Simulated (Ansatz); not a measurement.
Here is a crystal structure:

```cif
data_structure
_symmetry_space_group_name_H-M 'I 41 m d'
_symmetry_Int_Tables_number 109
_cell_length_a 2.8883
_cell_length_b 2.8883
_cell_length_c 10.1953
_cell_angle_alpha 90.000
_cell_angle_beta 90.000
_cell_angle_gamma 90.000
_cell_volume 85.05
loop_
_atom_site_label
_atom_site_type_symbol
_atom_site_symmetry_multiplicity
_atom_site_Wyckoff_symbol
_atom_site_fract_x
_atom_site_fract_y
_atom_site_fract_z
_atom_site_occupancy
Ta1 Ta 4 a 0.50000 0.00000 0.25046 1
N1 N 4 a 0.00000 0.50000 0.33214 1
```

**What would you see if this were drawn?**

Its composition is TaN. Space group: I4_1md (No. 109). Lattice: body-centred tetragonal. The cell comprises 4 formula units: 4 Ta, 4 N. The neighbours of Ta are eight Ta and six N (2.89 to 2.93 Å to Ta, 2.21 to 2.24 Å to N). Each N is bonded to six Ta in a trigonal prismatic arrangement at 2.21 to 2.24 Å. The bonds build a three-dimensional framework.

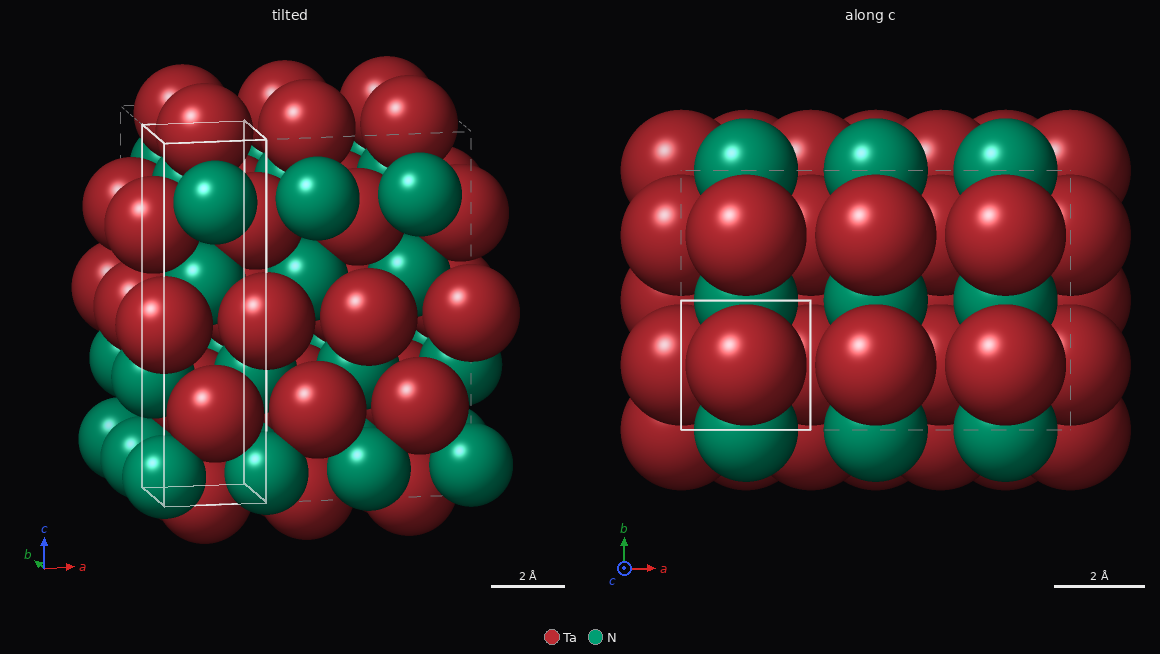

The figure gives a space-filling picture of the atoms, viewed slightly off an axis and along the c axis. The drawing covers 3×2×1 cells, and the solid lines enclose one conventional unit cell.

The structure was taken from a structure listed in the Materials Project, with elements exchanged, so it need not be a known form of the compound. Earlier steps of the study may have refined or changed the cell and positions. It went into a calculation with Ansatz.
